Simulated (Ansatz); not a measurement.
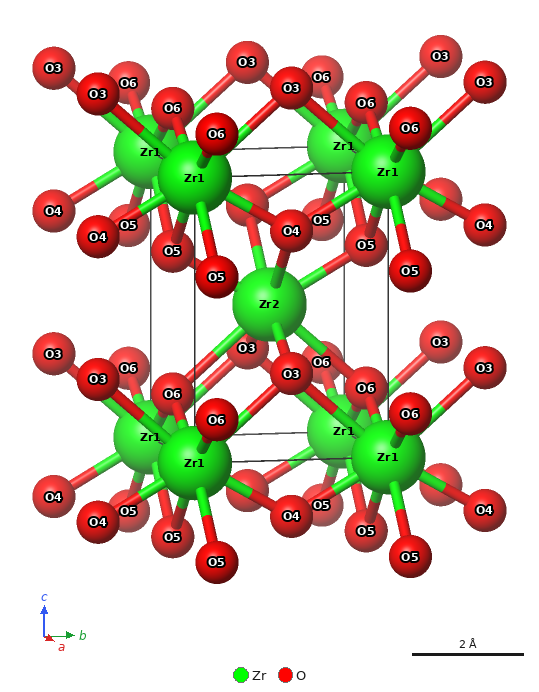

Reference structure: a crystal of ZrO2 (built on the database structure type) at its r2SCAN-relaxed geometry. Style: ball-and-stick. Shown: the cell of the calculation, slightly off an axis.

Level of theory: Ansatz, DFT, HSE06, plane waves, PAW. (plane-wave cutoff 420 eV; k-point mesh 4 × 4 × 4; occupations fixed; no spin polarisation)

Now this is done to it. The cell is strained by −4.0 % along c and none across it (volume −4.0 %). The atoms were relaxed with r2SCAN under that strain, and this is a single point on that geometry.

### What does the calculation give for the changed structure?

Among the bonded contacts that change: O–Zr 2.398 → 2.314 Å, O–Zr 2.074 → 2.087 Å. The space group stays P4_2/nmc (No. 137). Energy change: +13.0 meV per atom. Pressure: −2.6 GPa before, 4.1 GPa after. The principal stresses (compression positive) are 12.1 GPa along c and 0.1 GPa across it. The forces stay under 0.01 eV/Å. The band gap: 5.71 eV before, 5.36 eV after.

The changed structure in the same view:

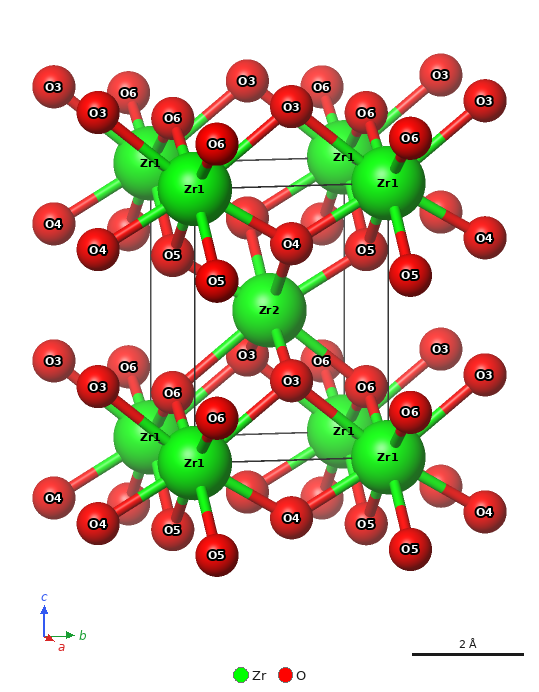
